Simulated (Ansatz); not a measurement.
Start from this file.

```
Al Ti
1.0
     3.95420    0.01017    0.04357
     0.01017    3.99761   -0.01410
     0.04357   -0.01410    3.90159
Al Ti
3 1
Direct
  0.03464 0.98077 0.48515
  0.00756 0.50664 0.00098
  0.52298 0.97840 0.00955
  0.50000 0.50000 0.50000
```

Say what kind of structure these coordinates give.

Composition: TiAl₃. The space group is P1: only translations remain. It is a distorted form of a primitive cubic structure, space group Pm-3m (No. 221) within 0.45 Å: Cu₃Au (L1₂) type. Content of the cell: 1 Ti, 3 Al (Z = 1).

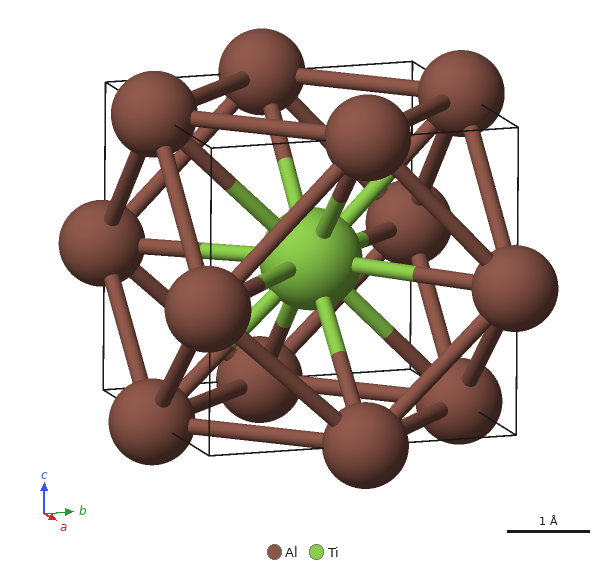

This ball-and-stick model is shown slightly off an axis. The wireframe shows the unit cell.

Source of the structure: a structure listed in the Materials Project. The cell was then strained or its atoms displaced on purpose. Ansatz was used for an electronic-structure calculation on it.

At this level of theory the run's own cell isn't at rest (forces up to 0.8 eV/Å), so its distances can differ from those at equilibrium, the more so the softer the solid.
